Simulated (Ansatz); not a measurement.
System: ZrN (slab).

```yaml
crystal:
  lattice:
    - [3.24891, 0.00000, 0.00000]
    - [0.00000, 3.24891, 0.00000]
    - [0.00000, 0.00000, 24.18930]
  atoms:
    - { symbol: Zr, position: [0.50000, 0.50000, 0.31495] }
    - { symbol: N, position: [0.00000, 0.00000, 0.30744] }
    - { symbol: Zr, position: [0.00000, 0.00000, 0.40503] }
    - { symbol: N, position: [0.50000, 0.50000, 0.40525] }
    - { symbol: Zr, position: [0.50000, 0.50000, 0.50000] }
    - { symbol: N, position: [0.00000, 0.00000, 0.50000] }
    - { symbol: Zr, position: [0.00000, 0.00000, 0.59497] }
    - { symbol: N, position: [0.50000, 0.50000, 0.59475] }
    - { symbol: Zr, position: [0.50000, 0.50000, 0.68505] }
    - { symbol: N, position: [0.00000, 0.00000, 0.69256] }
```

Computed without spin polarisation.

Computed with Ansatz, DFT PBE, scalar-relativistic, plane waves, PAW.

Predict the valence pseudo-density and electron localisation function between the atoms.

Zr–N (2.18 Å): the density is about 0.58 e/Å³ at the midpoint; the ELF peaks at about 0.80 in the valence shell of N, 0.6 Å from its nucleus, and drops to about 0.20 between the two atoms: no shared electron pair shows on this line.
Zr–N (2.29 Å): ρ at the midpoint is about 0.44 e/Å³; the ELF peaks at about 0.80 in the valence shell of N, 0.6 Å from its nucleus, and drops to about 0.15 between the two atoms (no shared electron pair shows on this line).
Zr–Zr (3.25 Å): the density is about 0.17 e/Å³ at the midpoint; the ELF is about 0.15 at the midpoint (no localised pair shows between them).

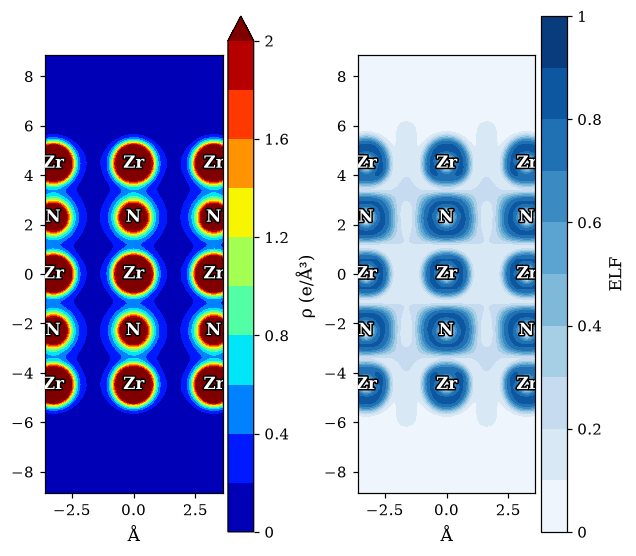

Computed valence pseudo-density and electron localisation function on the (100) plane of the calculation cell, a cut from vacuum to vacuum, in this order. 

Core electrons are frozen (PAW), and the valence fields are smoothed inside the atomic spheres.
